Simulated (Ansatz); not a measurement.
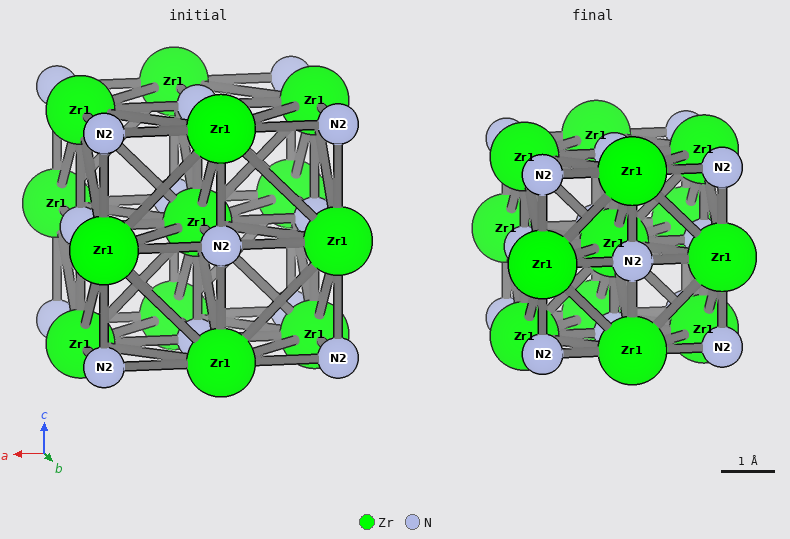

The structure of solid ZrN (set up in Fm-3m) (coarse preliminary run) before (left) and after (right) a relaxation, at one scale.

The picture is a ball-and-stick view of the conventional cell (4 times the calculation's cell), seen from a free direction. Lengths and directions refer to the drawn axes.

Case: as before, with the keys of group mixing set back to the reference's.

The calculation used DFT r2SCAN, scalar-relativistic, plane waves, norm-conserving potentials (Ansatz).

Input
```yaml
crystal:
  lattice:
    - [0.0, 2.2942655869, 2.2942655869]
    - [2.2942655869, 0.0, 2.2942655869]
    - [2.2942655869, 2.2942655869, 0.0]
  atoms:
    - { symbol: Zr, position: [0.5, 0.5, 0.5] }
    - { symbol: "N", position: [0.0, 0.0, 0.0] }
basis:
  ecutwfc: 60
  ecutrho_ratio: 8
kpoints:
  mp_grid: { kspacing: 0.95 }
hamiltonian:
  xc: r2scan
  pseudopotentials: { kind: nc }
scf:
  occupations: { method: tetrahedron_uncorrected }
  eigensolver: { real_solve: false }
  max_iter: 300
output:
  forces: true
  stress: true
  eigenvalues: true
relax:
  adjacent_minimum: "off"
  f_tol: 0.03
  max_steps: 10
  cell: { p_target: 20 }
```

Launched with:
```bash
ansatz run input.yaml --threads 1 --pin off --max-ram 1331MiB --backend cpu --events-out ev --progress --plain --runs-dir out
```

### What changed between the two?

The relaxation stopped without meeting its thresholds, so the last structure isn't shown to be converged. No atom moves by more than 0.005 Å relative to the cell. The volume changes by −54.9 %, with a = b = c 4.589 → 3.520 Å (−23.3 %). Some distances before and after: Zr1–Zr1 3.245 → 2.489 Å, Zr1–N2 2.294 → 1.760 Å. The space group stays Fm-3m (No. 225). Over 7 geometry steps the energy falls by 30909 meV per atom. With the target pressure of 20 GPa, the enthalpy E + pV changes by −31736 meV per atom. All forces vanish by symmetry, so only the cell relaxes. Pressure: −956.25 GPa at the start and 19.98 GPa at the end.

Limits of the set-up: the cutoff lies below the recommended one.
